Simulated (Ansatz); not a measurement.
# Geometry relaxation of Ti$_{6}$O (part 2 of 2)

Continued. System: Ti$_{6}$O (7 atoms in the cell). Method: DFT r2SCAN, scalar-relativistic, plane waves, PAW, no spin polarisation (Ansatz 0.2.0); cutoff 500 eV, 12×12×8 k-mesh, Gaussian smearing of 0.1 eV. The structure derives from an entry of the Crystallography Open Database. It belongs to a series of runs on one base structure; here: volume × 0.97, shape and atoms relaxed.

Geometry of the input (Å; fractional positions):
```
5.0517  0.0000  0.0000
-2.5259  4.3749  0.0000
0.0000  0.0000  4.6785
Ti 0.3305  0.0000  0.2603
Ti 0.0000  0.3305  0.2603
Ti 0.6695  0.6695  0.2603
Ti 0.0000  0.6695  0.7397
Ti 0.6695  0.0000  0.7397
Ti 0.3305  0.3305  0.7397
O  0.0000  0.0000  0.0000
```

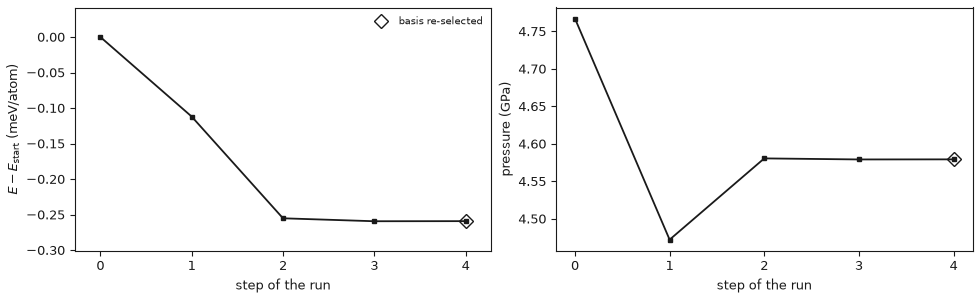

*Progress of the relaxation, step by step (the first geometry is step 0 here and step 1 in the log).*

The largest moves relative to the cell, 0.005 Å, are those of Ti1, Ti2, Ti3, Ti4, Ti5 and Ti6. O stays in place. Among the contacts that change: Ti1–Ti2 2.892 → 2.900 Å, Ti1–Ti5 2.822 → 2.816 Å, Ti1–O7 2.067 → 2.071 Å. The space group stays P-31m (No. 162). After 3 geometry steps the energy has fallen by 0.3 meV per atom. Largest force component: 0.12 eV/Å at the start, 0.005 eV/Å at the end. The pressure goes from 4.77 to 4.58 GPa. A last SCF at the same geometry on a re-selected plane-wave basis shifts the energy by +0.0 meV per atom. (Atoms are counted from 1 in the order of the input.)

```
basis re-selected at this cell: Δ(F+E_penalty+E_count) = +1.524e-6 eV, ΔP = +0.000 GPa vs the last step (what re-selecting the basis moved, of the pressure what is left beyond the Pulay correction that the steps carried, after the strain that the cell walked since its last selection, with what the two solves' SCF thresholds leave and, on support functions, any second-order correction that the steps lacked; it is no measure of the basis error at this ecutwfc). This SCF's stress stands 1.32e-3 GPa from its target on what of the cell is left free (relax.cell.stress_tol is 1.00e-1 GPa) and its largest allowed force component is 4.98e-3 eV/Å (relax.f_tol is 1.00e-2 eV/Å): within both
SCF converged after 4 iterations
Free energy (F): -15598.390455 eV
Harris-Foulkes:  -15598.390455 eV  (|F-HF|=7.28e-12)
Internal energy: -15598.370471 eV  (E = F + TS)
E sigma→0 (E₀):  -15598.380463 eV
Entropy (-TS):   -0.019984 eV (-2.855 meV/atom)
Fermi energy:    14.333431 eV
--- Per-component energies (eV) ---
  E_band       = -953.994039
  E_kinetic    = 1820.016528
  E_local      = -5035.172586  (includes V_loc(G=0)·N_el)
  E_nonlocal   = 89.520074
  E_hartree    = 2067.443425
  E_xc         = -634.382385
  E_vxc        = -907.100326  (∫ρ·V_xc dr)
  E_paw        = -6500.528763  (= ΣΔE_a)
  E_vpaw       = -1117.547062  (= ΣTr[D̂ρ^β])
  E_aug_tail   = 0.001549  (compensation charges beyond the density's cutoff)
  E_vtau       = 61.400809  (kinetic-family band-sum trace: ∫τ·v_τ [+ j·A + Jᵃ·Aᵃ] dr)
  E_ewald      = -7403.715630
  E_core_change = -1.552684  (= ΣΔE_core)
  E_smearing   = -0.019984  (= −TS)
  E_closure    = -0.000000  (closes the sum)
  Σ components = -15598.390455   (vs F -15598.390455, Δ=0.00e0)
--- Forces (eV/Å), atoms counted from 1 ---
  atom   1  Ti     0.00295746    -0.00000000     0.00498376
  atom   2  Ti    -0.00147873     0.00256124     0.00498376
  atom   3  Ti    -0.00147873    -0.00256124     0.00498376
  atom   4  Ti     0.00147873    -0.00256124    -0.00498376
  atom   5  Ti    -0.00295746     0.00000000    -0.00498376
  atom   6  Ti     0.00147873     0.00256124    -0.00498376
  atom   7  O      0.00000000     0.00000000     0.00000000
  max |Σ_I F_I| component: 9.11e-18 eV/Å
--- Stress (GPa, compression-positive) ---
        4.578554      -0.000000       0.000000
       -0.000000       4.578554      -0.000000
        0.000000      -0.000000       4.580535
  P = ⅓ Tr σ = 4.5792 GPa (45.792 kbar)
--- Band table (eV; the first three rows and the last of 131) ---
  k-point 0: bands = ["-44.9109", "-44.7605", "-44.7440", "-44.7440", "-44.7391", "-44.7391", "-20.5903", "-20.2837", "-20.1767", "-20.1463", "-20.1463", "-20.1079", "-20.1079", "-20.0360", "-20.0360", "-20.0280", "-19.9510", "-19.9510", "-19.9356", "-19.7771", "-19.7771", "-19.7131", "-19.6757", "-19.6757", "-7.8286", "6.7410", "6.8645", "6.8645", "8.4459", "12.2656", "12.5899", "12.6186", "12.7288", "12.7288", "12.9917", "13.1619", "13.1619", "14.1717", "14.5401", "14.5401", "15.0474", "15.0474", "15.2557", "15.5840", "15.5840", "15.9665", "16.1774"]
  k-point 1: bands = ["-44.9056", "-44.7659", "-44.7438", "-44.7438", "-44.7392", "-44.7392", "-20.5636", "-20.2707", "-20.2003", "-20.2003", "-20.1684", "-20.1336", "-20.1336", "-20.0423", "-19.9941", "-19.9941", "-19.9441", "-19.9121", "-19.9121", "-19.7735", "-19.7735", "-19.7423", "-19.6789", "-19.6789", "-7.8235", "6.6880", "6.8529", "6.8529", "8.6207", "12.1512", "12.6618", "12.6879", "12.7803", "12.7803", "13.0143", "13.2199", "13.2199", "14.0823", "14.4668", "14.4668", "14.9725", "14.9725", "15.1967", "15.5169", "15.5169", "15.9477", "16.2250"]
  k-point 2: bands = ["-44.8909", "-44.7809", "-44.7432", "-44.7432", "-44.7397", "-44.7397", "-20.4882", "-20.2688", "-20.2688", "-20.2332", "-20.1902", "-20.1902", "-20.1453", "-20.0844", "-19.9681", "-19.9271", "-19.9271", "-19.8521", "-19.8521", "-19.8221", "-19.7635", "-19.7635", "-19.6874", "-19.6874", "-7.8114", "6.5821", "6.8252", "6.8252", "9.0856", "11.8358", "12.7693", "12.8559", "12.9205", "12.9205", "13.0742", "13.3790", "13.3790", "13.9185", "14.2765", "14.2765", "14.8177", "14.8177", "15.0480", "15.3247", "15.3247", "15.9152", "16.3760"]
  k-point 130: bands = ["-44.8189", "-44.8103", "-44.8103", "-44.7350", "-44.7319", "-44.7319", "-20.4800", "-20.2736", "-20.2736", "-20.1820", "-20.1774", "-20.1774", "-20.0876", "-20.0586", "-20.0586", "-19.9018", "-19.9018", "-19.8789", "-19.8254", "-19.8254", "-19.8248", "-19.7350", "-19.7350", "-19.7250", "-7.7993", "6.6852", "6.6852", "6.8645", "10.9783", "10.9783", "11.5934", "12.4786", "12.4786", "12.6773", "12.8458", "12.8458", "13.1734", "13.9863", "13.9863", "15.0170", "15.1187", "15.1187", "15.2446", "15.2446", "15.2837", "16.3189", "16.3189"]
--- Relaxed structure (4 steps of the walk, 4 accepted, 1 SCFs on fresh bases) ---
  F+E_penalty+E_count = -15598.39045487 eV   max|allowed force component| = 4.984e-3 eV/Å   (the final SCF, on the basis selected at the relaxed cell)
  cell:  # Å, volume = 103.4000 Å³
    - [5.051002960711838, -2.8863501846192544e-11, 2.673698571703495e-20]
    - [-2.525501480330923, 4.374296878581297, -5.967831056178542e-20]
    - [2.4761853387901004e-20, -4.952370677663785e-20, 4.679879236967681]
  atoms:
    - { symbol: Ti, position: [0.3315029256240882, 1.1277558776568351e-19, 0.2603476132430596] }
    - { symbol: Ti, position: [2.775577306281578e-17, 0.33150292562408823, 0.2603476132430596] }
    - { symbol: Ti, position: [0.6684970743759118, 0.6684970743759119, 0.2603476132430596] }
    - { symbol: Ti, position: [5.609511115059566e-22, 0.6684970743759117, 0.7396523867569408] }
    - { symbol: Ti, position: [0.6684970743759118, 7.194550916709276e-23, 0.7396523867569408] }
    - { symbol: Ti, position: [0.3315029256240881, 0.3315029256240882, 0.7396523867569408] }
    - { symbol: O, position: [4.047589296519658e-20, 5.64237659905795e-20, -2.6484500515047114e-20] }
```

## Trajectory as extended XYZ (Å, eV, eV/Å), 5 frames, from step=1 to step=5
```
7
Lattice="5.0517 0.0000 0.0000 -2.5259 4.3749 0.0000 0.0000 0.0000 4.6785" Properties=species:S:1:pos:R:3:forces:R:3 step=1 energy=-15598.38864 pressure_GPa=4.77
Ti    1.6698    0.0000    1.2176    0.1191   0.0000   0.0246
Ti   -0.8349    1.4461    1.2176   -0.0596   0.1032   0.0246
Ti    1.6910    2.9288    1.2176   -0.0596  -0.1032   0.0246
Ti   -1.6910    2.9288    3.4609    0.0596  -0.1032  -0.0246
Ti    3.3819    0.0000    3.4609   -0.1191   0.0000  -0.0246
Ti    0.8349    1.4461    3.4609    0.0596   0.1032  -0.0246
O     0.0000    0.0000    0.0000    0.0000   0.0000   0.0000
7
Lattice="5.0496 0.0000 0.0000 -2.5248 4.3731 0.0000 0.0000 0.0000 4.6825" Properties=species:S:1:pos:R:3:forces:R:3 step=2 energy=-15598.38942 pressure_GPa=4.47
Ti    1.6774    0.0000    1.2165   -0.0698   0.0000   0.0334
Ti   -0.8387    1.4527    1.2165    0.0349  -0.0604   0.0334
Ti    1.6861    2.9204    1.2165    0.0349   0.0604   0.0334
Ti   -1.6861    2.9204    3.4660   -0.0349   0.0604  -0.0334
Ti    3.3722    0.0000    3.4660    0.0698   0.0000  -0.0334
Ti    0.8387    1.4527    3.4660   -0.0349  -0.0604  -0.0334
O     0.0000    0.0000    0.0000    0.0000   0.0000   0.0000
7
Lattice="5.0511 0.0000 0.0000 -2.5255 4.3744 0.0000 0.0000 0.0000 4.6797" Properties=species:S:1:pos:R:3:forces:R:3 step=3 energy=-15598.39043 pressure_GPa=4.58
Ti    1.6745    0.0000    1.2178    0.0030   0.0000   0.0128
Ti   -0.8373    1.4502    1.2178   -0.0015   0.0026   0.0128
Ti    1.6883    2.9242    1.2178   -0.0015  -0.0026   0.0128
Ti   -1.6883    2.9242    3.4619    0.0015  -0.0026  -0.0128
Ti    3.3766    0.0000    3.4619   -0.0030   0.0000  -0.0128
Ti    0.8373    1.4502    3.4619    0.0015   0.0026  -0.0128
O     0.0000    0.0000    0.0000    0.0000   0.0000   0.0000
7
Lattice="5.0510 0.0000 0.0000 -2.5255 4.3743 0.0000 0.0000 0.0000 4.6799" Properties=species:S:1:pos:R:3:forces:R:3 step=4 energy=-15598.39046 pressure_GPa=4.58
Ti    1.6744    0.0000    1.2184    0.0030   0.0000   0.0050
Ti   -0.8372    1.4501    1.2184   -0.0015   0.0026   0.0050
Ti    1.6883    2.9242    1.2184   -0.0015  -0.0026   0.0050
Ti   -1.6883    2.9242    3.4615    0.0015  -0.0026  -0.0050
Ti    3.3766    0.0000    3.4615   -0.0030   0.0000  -0.0050
Ti    0.8372    1.4501    3.4615    0.0015   0.0026  -0.0050
O     0.0000    0.0000    0.0000    0.0000   0.0000   0.0000
7
Lattice="5.0510 0.0000 0.0000 -2.5255 4.3743 0.0000 0.0000 0.0000 4.6799" Properties=species:S:1:pos:R:3:forces:R:3 step=5 energy=-15598.39046 pressure_GPa=4.58
Ti    1.6744    0.0000    1.2184    0.0030   0.0000   0.0050
Ti   -0.8372    1.4501    1.2184   -0.0015   0.0026   0.0050
Ti    1.6883    2.9242    1.2184   -0.0015  -0.0026   0.0050
Ti   -1.6883    2.9242    3.4615    0.0015  -0.0026  -0.0050
Ti    3.3766    0.0000    3.4615   -0.0030   0.0000  -0.0050
Ti    0.8372    1.4501    3.4615    0.0015   0.0026  -0.0050
O     0.0000    0.0000    0.0000    0.0000   0.0000   0.0000
```

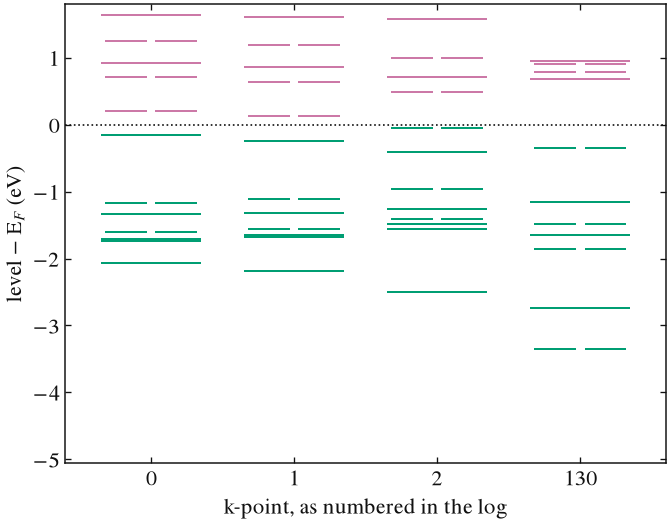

*Kohn–Sham levels near the Fermi level (dotted) at the few k-points that the log prints; levels within 0.02 eV of each other stand side by side.*

The system is metallic on the full mesh.
